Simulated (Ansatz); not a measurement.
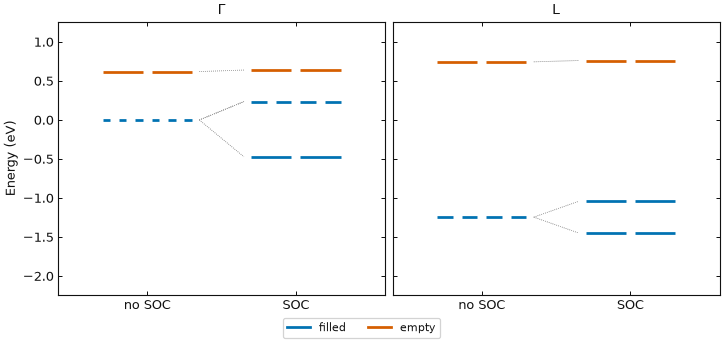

Levels at Γ and L, each bar one state with spin counted. Zero is the valence top without spin-orbit coupling, and the two sets are aligned on the mean of the six top valence states at Γ.

System: zincblende GaSb, space group F-43m, 2 atoms in the primitive cell, volume scaled by a factor 0.98; cubic a = 6.077 Å. Run without spin-orbit coupling: r2SCAN, Ansatz PAW, 8×8×8 k mesh, 500 eV cutoff, Fermi-Dirac smearing of 0.05 eV (Ansatz). Run with it: r2SCAN, Ansatz PAW, 8×8×8 k mesh, 500 eV cutoff, Fermi-Dirac smearing of 0.05 eV (Ansatz). Neither carries moments.

How does spin-orbit coupling split the valence top at Γ?

The threefold valence top at Γ (six states with spin) splits into a fourfold level on top and a twofold one 0.71 eV below it, the split-off level.

What happens to the direct gaps?

The vertical gap goes from 0.62 to 0.40 eV at Γ and from 1.99 to 1.80 eV at L. A third of the splitting is 0.24 eV, which accounts for the change at Γ: the fourfold level rises by about that much.

And the smallest gap over all k points computed?

It narrows from 0.62 eV (valence top at Γ, conduction bottom at Γ) to 0.40 eV.

The PAW data sets were made with another functional. LDA, GGA and most meta-GGA functionals understate gaps.
